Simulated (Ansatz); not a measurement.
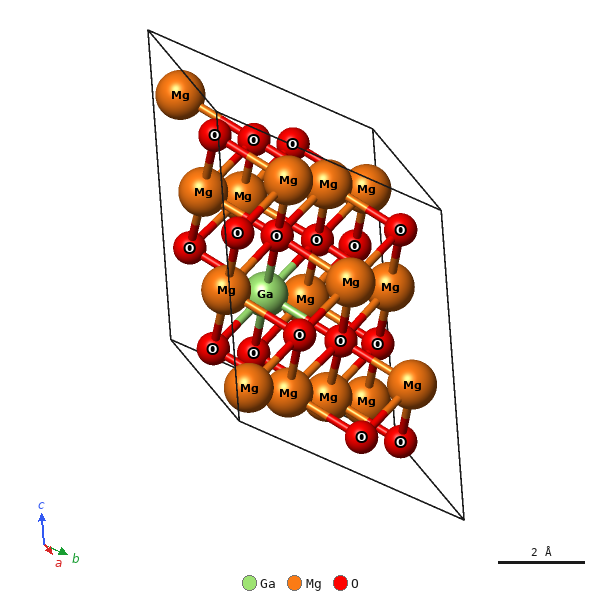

View slightly off an axis, drawn as a ball-and-stick model. Thin lines show the supercell, with boundary atoms drawn in all their periodic places. The host is MgO, in a cell of 32 sites, and the cell is neutral.

Where does the cell differ from the host, and how?

Gallium on a magnesium site (a substitutional impurity). It is bonded to six O in an octahedral arrangement at about 2.2 Å.

Results below were computed with Ansatz, DFT PBEsol, scalar-relativistic, plane waves, PAW; the settings were plane waves to 420 eV, Brillouin-zone sampling on a 2×2×2 mesh, Gaussian smearing of 0.02 eV, collinear spins.

Does the defect leave unpaired spin?

Yes, 1.0 μB in the cell.

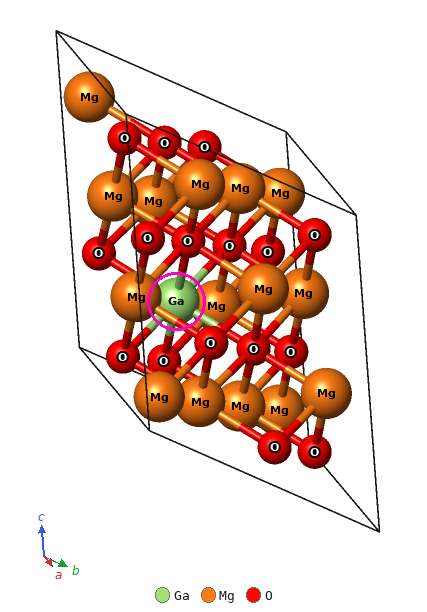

The same cell with a ring at the defect's site.

The atoms were relaxed in the host's cell with DFT PBEsol, scalar-relativistic, plane waves, PAW (Ansatz 0.2.0).
